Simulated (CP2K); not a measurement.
# Energy of YN along an even scaling of the cell

System: YN (Fm-3m, 2 atoms in the cell).
Method: Kohn-Sham DFT of a periodic cell, PBEsol, GTH-PBE with UZH-TZVP basis, no spin polarisation (CP2K 2026.2).

The 6 runs differ only in the geometry, by an even scaling of the cell at fixed fractional positions. The structure derives from an entry of the Crystallography Open Database.

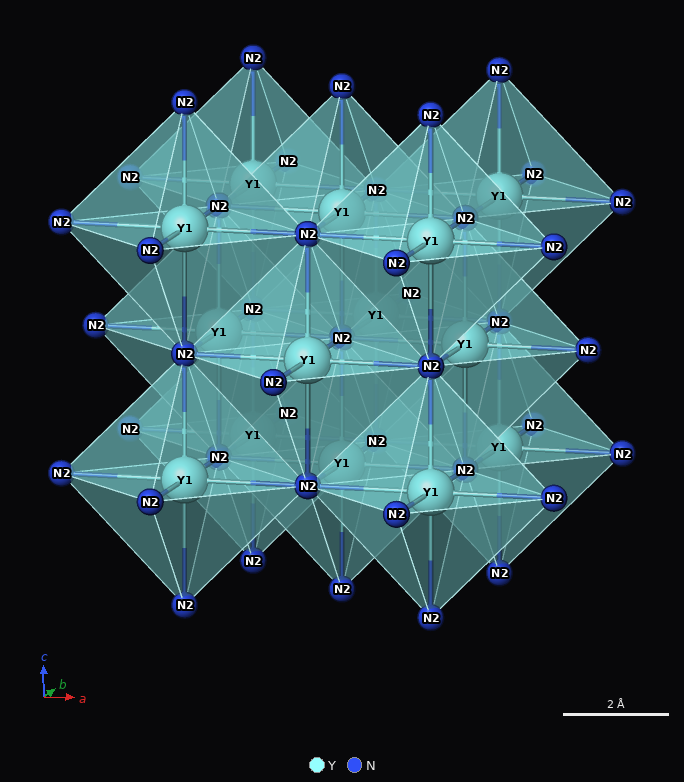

Figure 1. The structure of run 4 (polyhedral view of the cell 4 times as large as that of the calculation, set on its symmetry axes, seen slightly off an axis; polyhedra are completed across the faces of the cell; atoms are numbered from 1 in the order of the input). An atom can appear more than once, as a periodic image.

## Input of run 4
```
&GLOBAL
  PROJECT yn_eos
  RUN_TYPE ENERGY_FORCE
  PRINT_LEVEL LOW
&END GLOBAL
&FORCE_EVAL
  METHOD QS
  STRESS_TENSOR ANALYTICAL
  &DFT
    BASIS_SET_FILE_NAME BASIS_MOLOPT_UZH
    POTENTIAL_FILE_NAME POTENTIAL_UZH
    WFN_RESTART_FILE_NAME previous-RESTART.kp
    &MGRID
      CUTOFF 450
      REL_CUTOFF 60
      NGRIDS 5
    &END MGRID
    &QS
      METHOD GPW
      EPS_DEFAULT 1.0E-9
    &END QS
    &KPOINTS
      SCHEME MONKHORST-PACK 9 9 9
      GAMMA_CENTERED T
      SYMMETRY T
      SYMMETRY_BACKEND SPGLIB
    &END KPOINTS
    &SCF
      SCF_GUESS RESTART
      EPS_SCF 1.0E-6
      MAX_SCF 100
      ADDED_MOS 13
      CHOLESKY OFF
      EPS_EIGVAL 1.0E-7
      &DIAGONALIZATION ON
        ALGORITHM STANDARD
      &END DIAGONALIZATION
      &MIXING ON
        METHOD BROYDEN_MIXING
        ALPHA 0.4
        BETA 1.5
        NBUFFER 8
      &END MIXING
      &SMEAR ON
        METHOD FERMI_DIRAC
        ELECTRONIC_TEMPERATURE 580.23
      &END SMEAR
    &END SCF
    &XC
      &XC_FUNCTIONAL
        &GGA_X_PBE_SOL
        &END GGA_X_PBE_SOL
        &GGA_C_PBE_SOL
        &END GGA_C_PBE_SOL
      &END XC_FUNCTIONAL
    &END XC
    &PRINT
      &KPOINTS ON
      &END KPOINTS
      &MULLIKEN ON
      &END MULLIKEN
      &MO ON
        ENERGIES T
        OCCUPATION_NUMBERS T
        &EACH
          QS_SCF 0
        &END EACH
        ADD_LAST NUMERIC
      &END MO
    &END PRINT
  &END DFT
  &SUBSYS
    &CELL
      A 3.4713985816 0.0000000000 0.0000000000
      B 1.7356992908 3.0063193584 0.0000000000
      C 1.7356992908 1.0021064528 2.8343850729
      PERIODIC XYZ
    &END CELL
    &COORD
      SCALED
      Y   0.0000000000 0.0000000000 0.0000000000
      N   0.5000000000 0.5000000000 0.5000000000
    &END COORD
    &KIND Y
      BASIS_SET TZVP-MOLOPT-PBE-GTH-q11
      POTENTIAL GTH-PBE-q11
    &END KIND
    &KIND N
      BASIS_SET TZVP-MOLOPT-PBE-GTH-q5
      POTENTIAL GTH-PBE-q5
    &END KIND
    &PRINT
      &ATOMIC_COORDINATES ON
      &END ATOMIC_COORDINATES
      &CELL ON
      &END CELL
      &SYMMETRY ON
      &END SYMMETRY
    &END PRINT
  &END SUBSYS
  &PRINT
    &FORCES ON
    &END FORCES
    &STRESS_TENSOR ON
    &END STRESS_TENSOR
  &END PRINT
&END FORCE_EVAL
```

Command:
```bash
OMP_NUM_THREADS=1 cp2k.psmp -i yn_eos.inp -o yn_eos.out
```

Run 5 differs from it as follows:
```diff
-      A 3.4713985816 0.0000000000 0.0000000000
-      B 1.7356992908 3.0063193584 0.0000000000
-      C 1.7356992908 1.0021064528 2.8343850729
+      A 3.4939407624 0.0000000000 0.0000000000
+      B 1.7469703812 3.0258414596 0.0000000000
+      C 1.7469703812 1.0086138199 2.8527906865
```

## Results, with one run withheld

| run | volume per atom (Å³) | free energy per atom, from the lowest run given (meV) | pressure (GPa) | gap on the mesh (eV) |
| --- | --- | --- | --- | --- |
| 1 | 13.630 | 25.02 | 11.19 | 0.00 |
| 2 | 13.920 | 8.78 | 6.84 | 0.05 |
| 3 | 14.210 | 0.00 | 2.92 | 0.09 |
| 4 | 14.790 | 1.97 | −3.79 | 0.16 |
| 5 | 15.080 | ? | ? | ? |
| 6 | 15.370 | 25.90 | −9.24 | 0.23 |

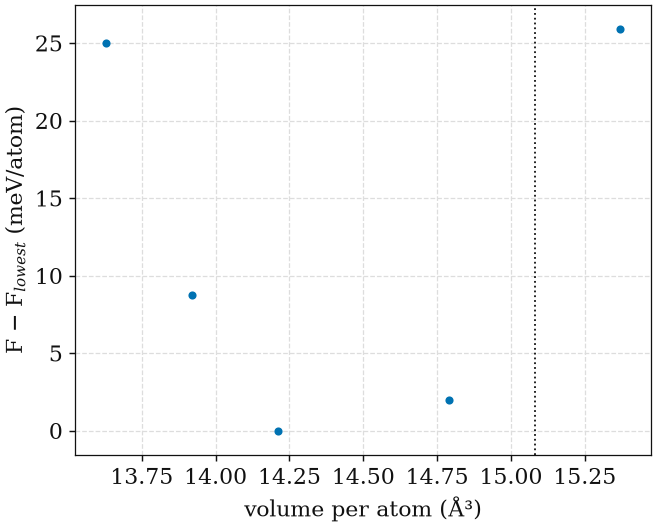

Figure 2. Free energy per atom of the runs given; the dotted line marks run 5.

What should run 5 give?

A cubic polynomial in V^(−2/3) (the Birch–Murnaghan form), fitted to the 5 runs given, misses them by under 0.01 meV per atom. With x = V^(−2/3) − 0.16925 Å⁻², it reads F = −1.8673 + 822.65 x + 6.0729e+05 x² + 2.3931e+05 x³ (meV per atom). At run 5 it gives 11.46 meV per atom, and the run itself gives 11.47. The slope of the fit gives a pressure −dF/dV of −6.66 GPa there, and the run prints −6.66 GPa. The fit has its minimum at 14.448 Å³ per atom, where V d²F/dV² gives 170 GPa: the bulk modulus at this level, since symmetry fixes the shape and the positions. The gap on the mesh goes, without turning, from 0.00 eV in run 1 to 0.23 eV in run 6; run 5 has 0.20 eV. These are gaps of this functional on this mesh, which can miss the band edges; they aren't the measured gap.

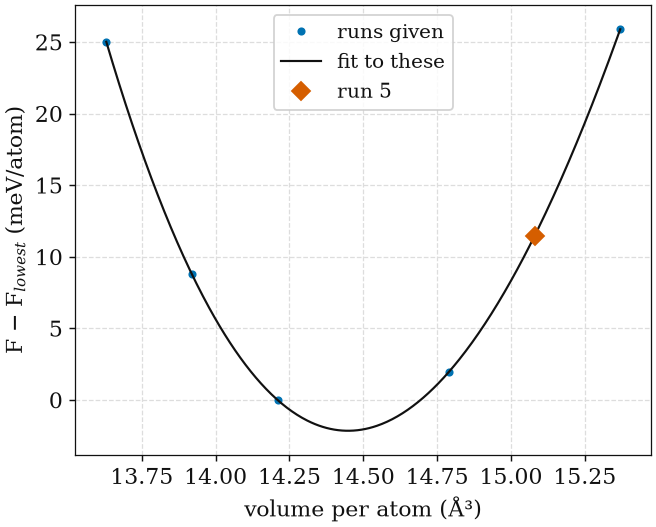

Figure 3. The fit and the withheld run.

## Some lines of the output (run 5)
```
[...]
 CELL| Volume [angstrom^3]:                                            30.160019
 CELL_REF| Volume [angstrom^3]:                                        30.160019
                        Smear method:                                FERMI_DIRAC
  Step     Update method      Time    Convergence         Total energy    Change
  Fermi energy:                                                 0.34424738370366
  Total energy:                                               -48.17164307647527
  Total energy (extrapolated to T->0):                        -48.17163465990488
 MO| E(Fermi):            0.344247 a.u.          9.367448 eV
 MO| Band gap:            0.272521 a.u.          7.415678 eV
 MO| Band gap:            0.216409 a.u.          5.888788 eV
 MO| Band gap:            0.268726 a.u.          7.312418 eV
```
